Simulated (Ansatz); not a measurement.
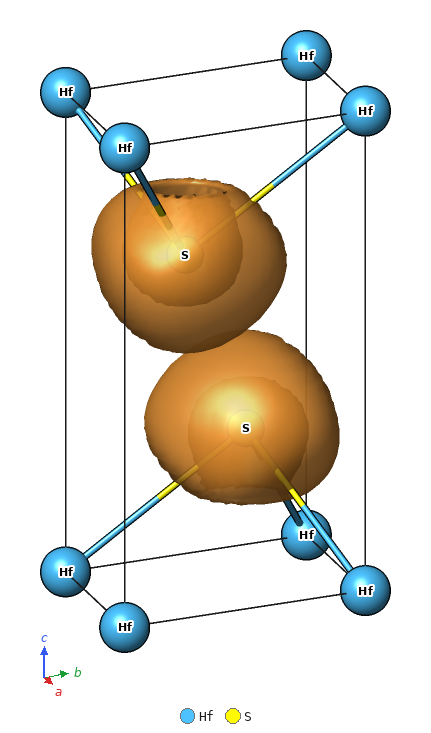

The picture shows: HfS₂. Isosurface of the electron localisation function at 0.8 (orange), seen slightly off an axis. Core shells and regions of very low density are left out. Sticks mark near contacts.

Space group P-3m1; a structure from a database of computed crystals, not necessarily the ambient phase; computed pressure about 16 GPa in this cell.

Level of theory: Ansatz, DFT PBEsol, scalar-relativistic, plane waves, PAW.

In a PAW calculation such maps are meaningful between the atoms, not at the nuclei.

Question: What do the ELF domains correspond to?

Answer: The surface consists of two regions wrapped around S (the valence shell of each), counted in one cell of 3 atoms. Any copies at cell faces, edges or corners count once.

Values along the shortest contacts:
Hf–S (2.46 Å): the ELF peaks at about 0.85 in the valence shell of S, 0.8 Å from its nucleus, and is about 0.35 at the midpoint.

Question: Metal or insulator at this level of theory?

Answer: It is gapless in this calculation (a metal or semimetal).
